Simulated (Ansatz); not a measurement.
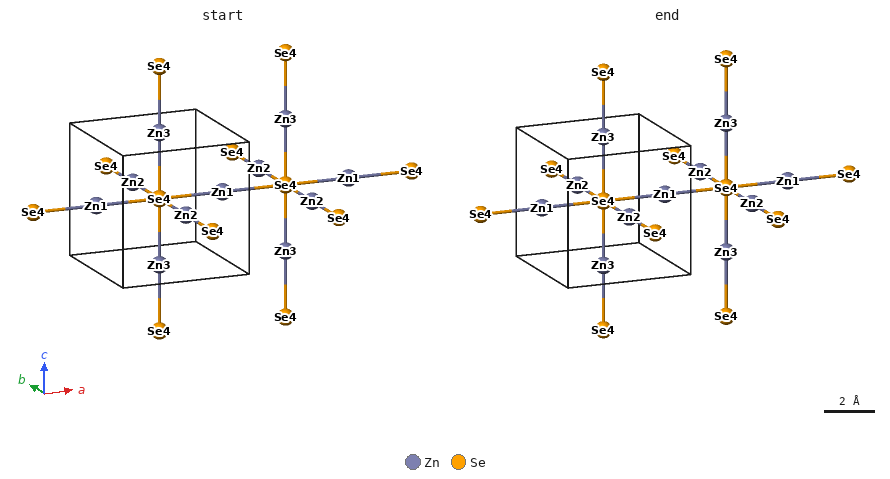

The structure of a crystal of Zn3Se (a generated structure, set up in Pm-3m) before (left) and after (right) a relaxation, at one scale.

A ball-and-stick model of the cell of the calculation, repeated 2 × 1 × 1 with one cell outlined, seen slightly off an axis.

Method: DFT PBE, scalar-relativistic, plane waves, PAW (Ansatz).

Input
```yaml
crystal:
  lattice:
    - [5.5663762855, 0.0, 0.0]
    - [0.0, 5.5663762855, 0.0]
    - [0.0, 0.0, 5.5663762855]
  atoms:
    - { symbol: Zn, position: [0.0, 0.5, 0.5] }
    - { symbol: Zn, position: [0.5, 0.0, 0.5] }
    - { symbol: Zn, position: [0.5, 0.5, 0.0] }
    - { symbol: Se, position: [0.5, 0.5, 0.5] }
basis:
  ecutwfc: 420
kpoints:
  mp_grid: { grid: [8, 8, 8] }
hamiltonian:
  xc: pbe
scf:
  occupations: { method: gaussian, width: 0.1 }
output:
  forces: true
  stress: true
  eigenvalues: true
  write_density: true
  write_potential: true
  elf: true
  volumetric_format: npy
relax:
  adjacent_minimum: "off"
  f_tol: 0.01
  max_steps: 80
  cell: { stress_tol: 0.05 }
```

Command:
```bash
ansatz run input.yaml --threads 1 --pin off --max-ram 2560MiB --backend cpu --events-out ev --progress --plain --runs-dir out
```

### Describe what moved and what it gained.

No atom moves by more than 0.005 Å relative to the cell. The volume changes by −7.7 %, with a = b = c 5.566 → 5.420 Å (−2.6 %). Among the contacts that change: Zn1–Se4 2.783 → 2.710 Å. The space group stays Pm-3m (No. 221). After 2 accepted moves (4 points after the start) the energy has fallen by 10.1 meV per atom. All forces vanish by symmetry, so only the cell relaxes. Pressure: −0.80 GPa at the start and 0.00 GPa at the end. The line search rejected the trial step at point 2 of the run. The SCF was repeated once at an unchanged geometry on a basis and grid sized afresh for the cell, which shifted the energy by 0.5 meV per atom at most. The run took 71 s on 1 thread of Arm Neoverse V2 (shared host), peak memory 0.49 GiB.
